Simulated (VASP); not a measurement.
# Two runs on SnO2

System: SnO2 (6 atoms in the cell).
Method of run 1: Kohn-Sham DFT of a periodic cell, LDA, VASP PAW LDA potentials, recommended, no spin polarisation (VASP 6.6.1).

The structure derives from an entry of the Crystallography Open Database. 

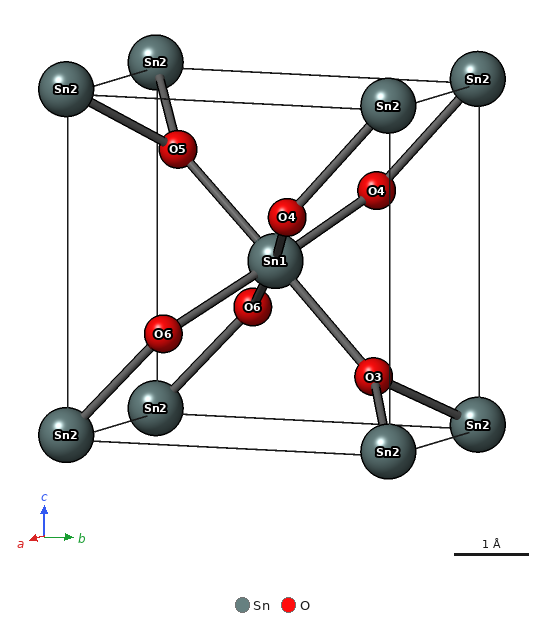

**Figure 1.** The structure as given in the input (ball-and-stick view of the cell of the calculation, set on other vectors, seen slightly off an axis; atoms are numbered from 1 in the order of the input).

### INCAR, run 1
```
  PREC = Accurate
  ENCUT = 900
  EDIFF = 1E-8
  ISMEAR = 0
  SIGMA = 0.05
  LREAL = F
  LASPH = T
  NELM = 100
  ALGO = Normal
  ISIF = 2
  LWAVE = F
  LCHARG = F
  GGA = CA
  NBANDS = 35
  ADDGRID = F
```

### KPOINTS, run 1
```
Automatic mesh
0
Gamma
  7 7 10
```

### POSCAR, run 1
```
SnO2
1.0
    4.7380000000      0.0000000000      0.0000000000
    0.0000000000      4.7380000000      0.0000000000
    0.0000000000      0.0000000000      3.1865000000
Sn O
2 4
Direct
    0.5083380000      0.5032920000      0.5086530000
   -0.0051220000      0.0135540000     -0.0007820000
    0.8109230000      0.1826710000      0.5004320000
    0.6982190000      0.6813010000      0.0618330000
    0.2015220000      0.8103230000      0.4933280000
    0.2970720000      0.3208310000      0.0016070000
```

Launched with:
```bash
cat potpaw_LDA.64/Sn_d/POTCAR potpaw_LDA.64/O/POTCAR > POTCAR
mpirun -np 1 vasp_std > vasp.out
```

Hardware: 1 thread of Intel Xeon @ 2.50GHz (Skylake/Cascade Lake), 176 GiB of memory available, shared host.

### OSZICAR and lines of OUTCAR (run 1)
```
N       E                     dE             d eps       ncg     rms          rms(c)
DAV:   1     0.785551285700E+03    0.78555E+03   -0.35179E+04 18828   0.327E+03
DAV:   2     0.915321354172E+02   -0.69402E+03   -0.65282E+03 17756   0.788E+02
DAV:   3    -0.395554971018E+02   -0.13109E+03   -0.12758E+03 18204   0.255E+02
DAV:   4    -0.479702475145E+02   -0.84148E+01   -0.83304E+01 21772   0.664E+01
DAV:   5    -0.481745636797E+02   -0.20432E+00   -0.20392E+00 20638   0.111E+01    0.160E+01
DAV:   6    -0.419328457878E+02    0.62417E+01   -0.17265E+01 27866   0.665E+01    0.647E+00
DAV:   7    -0.419629589258E+02   -0.30113E-01   -0.21208E+00 19660   0.828E+00    0.325E+00
DAV:   8    -0.418793864192E+02    0.83573E-01   -0.23553E-01 27042   0.462E+00    0.750E-01
DAV:   9    -0.418638613102E+02    0.15525E-01   -0.34799E-02 27727   0.319E+00    0.124E-01
DAV:  10    -0.418641039422E+02   -0.24263E-03   -0.37522E-03 18978   0.414E-01    0.834E-02
DAV:  11    -0.418640978492E+02    0.60930E-05   -0.18958E-04 23322   0.965E-02    0.292E-02
DAV:  12    -0.418641005594E+02   -0.27102E-05   -0.19027E-05 22706   0.333E-02    0.125E-02
DAV:  13    -0.418640997485E+02    0.81088E-06   -0.29297E-06 26706   0.192E-02    0.663E-03
DAV:  14    -0.418640996660E+02    0.82540E-07   -0.10201E-06 23820   0.127E-02    0.149E-03
DAV:  15    -0.418640996430E+02    0.22967E-07   -0.20730E-07 26876   0.408E-03    0.496E-04
DAV:  16    -0.418640996444E+02   -0.14325E-08   -0.28390E-08 16991   0.106E-03
   1 F= -.41864100E+02 E0= -.41864100E+02  d E =-.396255E-16
[... from OUTCAR:]
  free energy    TOTEN  =       -41.86409964 eV
  energy without entropy =      -41.86409964  energy(sigma->0) =      -41.86409964
 E-fermi :   6.2249     XC(G=0): -11.7922     alpha+bet :-14.2579
  free  energy   TOTEN  =       -41.8640996444 eV
  energy  without entropy=      -41.8640996444  energy(sigma->0) =      -41.86409964
```

For run 2 the input was changed thus:
```diff
-  ENCUT = 900
-  EDIFF = 1E-8
+  ENCUT = 500
+  EDIFF = 1E-7
```

Predict how the results change.

The free energy of run 2 is 5.3 meV per atom higher, which comes mainly from the change of cutoff or grids; a solver setting shouldn't move a converged energy. The pressure goes from 3.21 to 3.04 GPa. More plane waves can only lower the energy of a fixed Hamiltonian, so the higher cutoff gives the lower value. The SCF takes 15 iterations against 16. The plane waves at Γ go from 4426.0 to 1835.0. On the same kind of shared host run 2 took about 0.45 times as long.

### OSZICAR and lines of OUTCAR (run 2)
```
N       E                     dE             d eps       ncg     rms          rms(c)
DAV:   1     0.622532234786E+03    0.62253E+03   -0.25029E+04 18988   0.227E+03
DAV:   2     0.501266992647E+02   -0.57241E+03   -0.53978E+03 18756   0.601E+02
DAV:   3    -0.432817390177E+02   -0.93408E+02   -0.91764E+02 18631   0.206E+02
DAV:   4    -0.480248221103E+02   -0.47431E+01   -0.47086E+01 21909   0.502E+01
DAV:   5    -0.481508700835E+02   -0.12605E+00   -0.12587E+00 21433   0.863E+00    0.161E+01
DAV:   6    -0.418964688537E+02    0.62544E+01   -0.17320E+01 27779   0.666E+01    0.648E+00
DAV:   7    -0.419299508165E+02   -0.33482E-01   -0.21160E+00 19626   0.822E+00    0.325E+00
DAV:   8    -0.418474156450E+02    0.82535E-01   -0.23157E-01 27037   0.457E+00    0.757E-01
DAV:   9    -0.418317744303E+02    0.15641E-01   -0.34946E-02 27895   0.319E+00    0.124E-01
DAV:  10    -0.418320099329E+02   -0.23550E-03   -0.37271E-03 18911   0.417E-01    0.825E-02
DAV:  11    -0.418320052810E+02    0.46519E-05   -0.19245E-04 23320   0.955E-02    0.291E-02
DAV:  12    -0.418320080610E+02   -0.27800E-05   -0.19160E-05 22785   0.338E-02    0.124E-02
DAV:  13    -0.418320072144E+02    0.84656E-06   -0.31271E-06 26698   0.194E-02    0.644E-03
DAV:  14    -0.418320071384E+02    0.76026E-07   -0.10044E-06 23568   0.122E-02    0.154E-03
DAV:  15    -0.418320071051E+02    0.33267E-07   -0.13847E-07 11813   0.434E-03
   1 F= -.41832007E+02 E0= -.41832007E+02  d E =-.975374E-16
[... from OUTCAR:]
  free energy    TOTEN  =       -41.83200711 eV
  energy without entropy =      -41.83200711  energy(sigma->0) =      -41.83200711
 E-fermi :   6.2265     XC(G=0): -11.7928     alpha+bet :-14.2579
  free  energy   TOTEN  =       -41.8320071051 eV
  energy  without entropy=      -41.8320071051  energy(sigma->0) =      -41.83200711
```

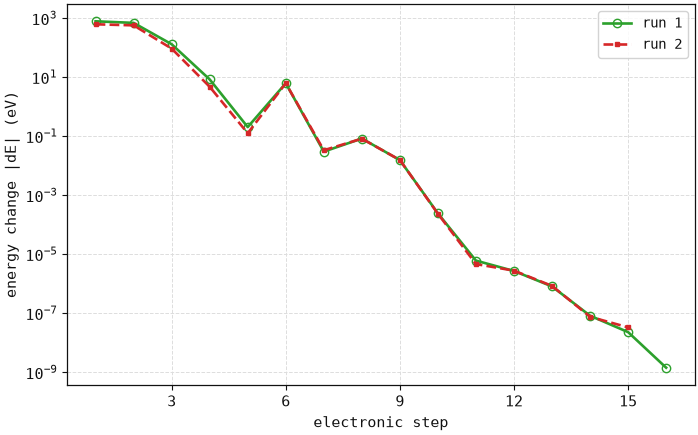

**Figure 2.** Convergence of the two runs: energy change |dE| against the electronic step. Run 1 takes 16 steps in all, and run 2 takes 15.

### The two runs side by side

```tsv
quantity	run 1	run 2
outcome	converged	converged
free energy per atom (eV)	−6.9773	−6.9720
gap on the mesh (eV)	1.10	1.09
pressure (GPa)	3.21	3.04
largest force (eV/Å)	3.687	3.697
SCF iterations	16	15
irreducible k-points	246	246
plane waves at Γ	4426	1835
```

For run 2: The settings depart from the standard set-up of this series, which can bear on the numbers.
